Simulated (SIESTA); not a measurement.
**I: 7 runs along one coordinate**

System: I (4 atoms in the cell).
Method: Kohn-Sham DFT of a periodic cell, PBEsol, PseudoDojo 0.4 standard, converted to PSML, no spin polarisation (SIESTA 5.4.2).

The 7 runs differ only in the geometry, by an even scaling of the cell at fixed fractional positions. The structure derives from an entry of the Crystallography Open Database.

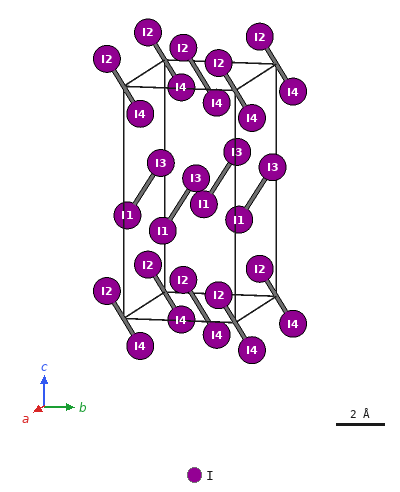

Figure 1. The structure of run 4 (ball-and-stick view of the cell 2 times as large as that of the calculation, set on its symmetry axes, seen slightly off an axis; atoms are numbered from 1 in the order of the input). An atom can appear more than once, as a periodic image.

## Input of run 4
```
SystemName                      I
SystemLabel                     I
NumberOfSpecies                 1
NumberOfAtoms                   4
%block ChemicalSpeciesLabel
  1  53 I
%endblock ChemicalSpeciesLabel

LatticeConstant                 1.0 Ang
%block LatticeVectors
     3.6350350000    -2.3950200000     0.0000000000
     3.6350350000     2.3950200000     0.0000000000
     0.0000000000     0.0000000000     9.7934400000
%endblock LatticeVectors
AtomicCoordinatesFormat         Fractional
%block AtomicCoordinatesAndAtomicSpecies
     0.6493000000     0.3507000000     0.3844000000  1  I
     0.1493000000     0.8507000000     0.1156000000  1  I
     0.3507000000     0.6493000000     0.6156000000  1  I
     0.8507000000     0.1493000000     0.8844000000  1  I
%endblock AtomicCoordinatesAndAtomicSpecies

%block kgrid.MonkhorstPack
    7   0   0  0.0
    0   7   0  0.0
    0   0   3  0.0
%endblock kgrid.MonkhorstPack
XC.Functional                   GGA
XC.Authors                      PBEsol
PAO.BasisSize                   DZP
PAO.EnergyShift                 0.003 Ry
Mesh.Cutoff                     500 Ry
OccupationFunction              FD
ElectronicTemperature           0.05 eV
MaxSCFIterations                120
SCF.MustConverge                false
SCF.Mixer.Method                Pulay
SCF.Mixer.Weight                0.25
SCF.Mixer.History               8
SCF.DM.Tolerance                5.0e-05
SCF.H.Tolerance                 1.0e-03 eV
WriteForces                     true
Charge.Mulliken                 end
```

Command:
```bash
siesta I.fdf > I.out 2>&1
```

Run 5 differs from it as follows:
```diff
-     3.6350350000    -2.3950200000     0.0000000000
-     3.6350350000     2.3950200000     0.0000000000
-     0.0000000000     0.0000000000     9.7934400000
+     3.6591087810    -2.4108815219     0.0000000000
+     3.6591087810     2.4108815219     0.0000000000
+     0.0000000000     0.0000000000     9.8582991087
```

## Results, with one run withheld

```tsv
run	volume per atom (Å³)	free energy per atom, from the lowest run given (meV)	pressure (GPa)	gap on the mesh (eV)
1	40.073	21.20	2.39	1.27
2	40.926	10.54	1.64	1.22
3	41.778	3.62	0.98	1.17
4	42.631	0.00	0.40	1.13
5	43.483	?	?	?
6	44.336	1.23	−0.58	1.04
7	45.189	5.46	−0.99	1.00
```

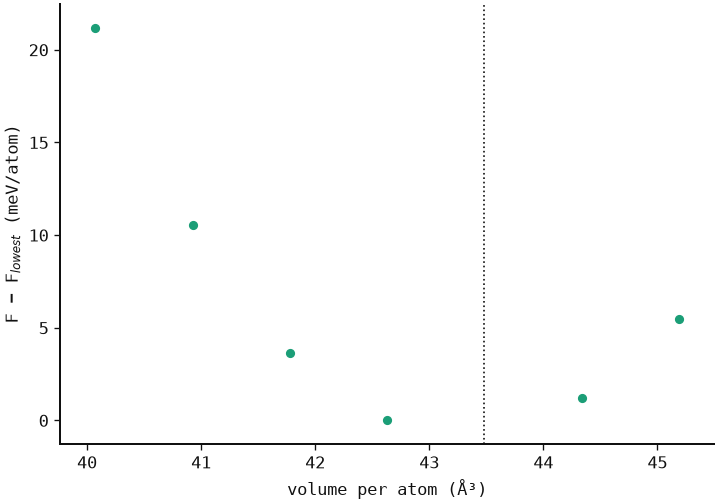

Figure 2. Free energy per atom of the runs given; the dotted line marks run 5.

Estimate the energy of run 5 from the others.

A cubic polynomial in V^(−2/3) (the Birch–Murnaghan form), fitted to the 6 runs given, misses them by under 0.01 meV per atom. With x = V^(−2/3) − 0.08221 Å⁻², it reads F = 0.59402 + 2555.3 x + 1.2043e+06 x² + 7.781e+06 x³ (meV per atom). At run 5 it gives −0.69 meV per atom, and the run itself gives −0.69. The slope of the fit gives a pressure −dF/dV of −0.13 GPa there, and the run prints −0.12 GPa. The fit has its minimum at 43.268 Å³ per atom, where V d²F/dV² gives 25.6 GPa. Cell shape and fractional positions are held, so this is the stiffness under even scaling; the relaxed bulk modulus wasn't computed and can be far lower in a crystal of layers, chains or molecules like this one. The gap on the mesh goes, without turning, from 1.27 eV in run 1 to 1.00 eV in run 7; run 5 has 1.08 eV. These are gaps of this functional on this mesh, which can miss the band edges; they aren't the measured gap.

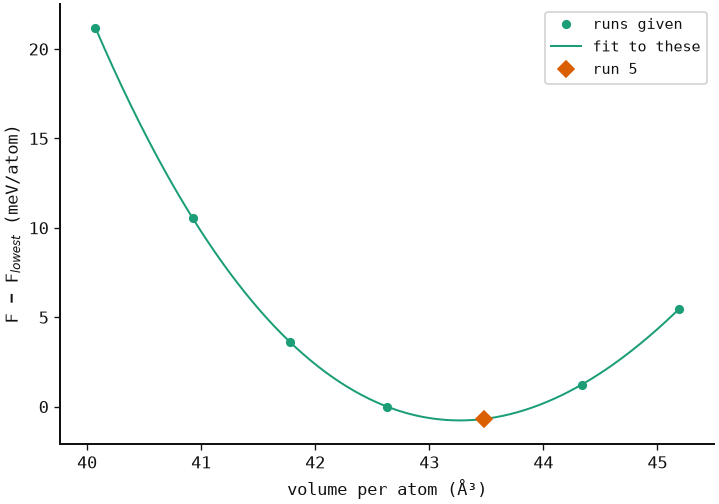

Figure 3. The fit and the withheld run.

## Some lines of the output (run 5)
```
[...]
outcell: Cell volume (Ang**3)        :    173.9335
stepf: Fermi-Dirac step function
siesta: Etot    =     -1408.190370
siesta: FreeEng =     -1408.190370
        iscf     Eharris(eV)        E_KS(eV)     FreeEng(eV)     dDmax    Ef(eV) dHmax(eV)
siesta: E_KS(eV) =            -1408.3931
siesta: E_KS - E_eggbox =     -1408.3931
siesta: Etot    =     -1408.393108
siesta: FreeEng =     -1408.393111
siesta:         Fermi =      -4.892179
siesta: Cell volume =        173.933476 Ang**3
    Orbital volume contribution        =           2.831979 eV
```

Notes: Points of doubt noted for this run: mulliken charges of long orbitals. With a small basis of atomic orbitals these values can differ much from converged plane-wave results.
